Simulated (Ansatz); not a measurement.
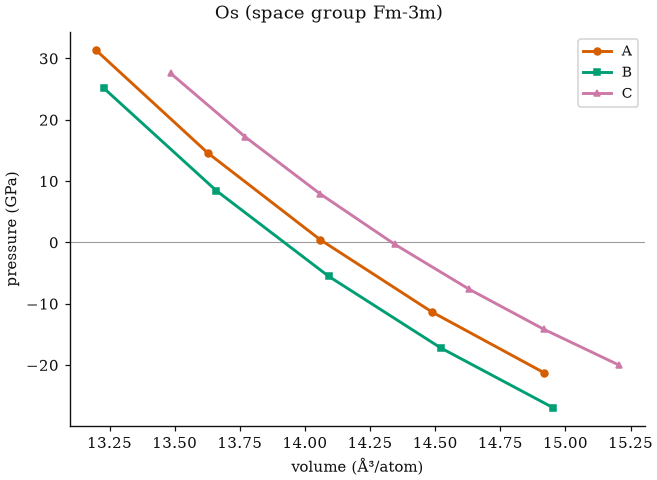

The picture above shows the pressure against volume, with one curve for each functional, for Os (space group Fm-3m). The labels are replaced by letters. In alphabetical order the cases are: HSE06; PBE; r2SCAN.

Method: equation of state of a cubic crystal from periodic Kohn-Sham density functional theory without spin, third-order Birch-Murnaghan fit to the free energies; pressure corrected for the finite basis (Ansatz 0.2.0 development build).

```csv
setting,value
structure type,fcc
atoms in cell,1
space group number,225
lattice centring,face-centred primitive
occupation method,Fermi–Dirac
datasets,soft-1 PAW
density tolerance,1e-07 eV
bands,12
density cutoff ratio,4
search for lower states,default
```

Which letter stands for which functional?

Answer. A: r2SCAN; B: HSE06; C: PBE.

Limits of the calculation: coarse k-mesh, values are not converged in k (HSE06); cubic model structure, not the ambient form; modest k-mesh, values are not fully converged in k (r2SCAN).
